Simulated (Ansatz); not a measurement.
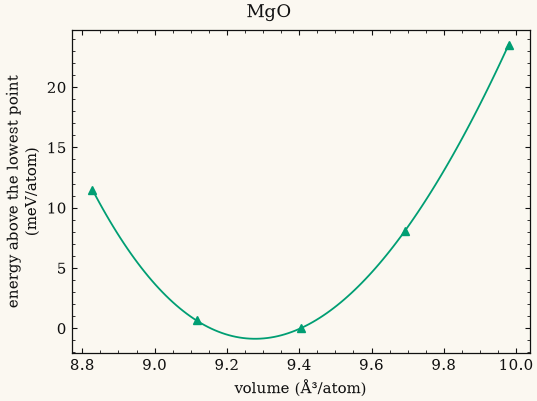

The figure shows the energy above the lowest point against volume for MgO, space group Fm-3m (No. 225) (one of a set of cubic test structures, which need not be the stable phase).

How it was computed, with Ansatz 0.2.0 development build: equation of state of a cubic crystal from periodic Kohn-Sham density functional theory without spin, third-order Birch-Murnaghan fit to the free energies; pressure corrected for the finite basis. Level: HSE06.

- structure type: rock salt
- atoms in cell: 2
- space group number: 225
- lattice centring: face-centred primitive
- k mesh: 4×4×4
- occupation method: Fermi–Dirac
- occupation width: 0.05 eV
- wave cutoff: 930 eV
- datasets: hand-made PAW
- density tolerance: 0 eV
- bands: 12
- density cutoff ratio: 5
- search for lower states: default
- exchange singularity: regularized

From this curve and the settings, what does the calculation give for the pressure at the same points?

The pressure falls from 9.2 GPa at volume 8.8280 Å³/atom to −10.5 GPa at 9.9795 Å³/atom, and changes sign near 9.28 Å³/atom.

| volume (Å³/atom) | pressure (GPa) |
| --- | --- |
| 8.8280 | 9.2 |
| 9.1159 | 3.0 |
| 9.4038 | −2.2 |
| 9.6917 | −6.7 |
| 9.9795 | −10.5 |

Limits of the calculation: modest k-mesh, values are not fully converged in k.
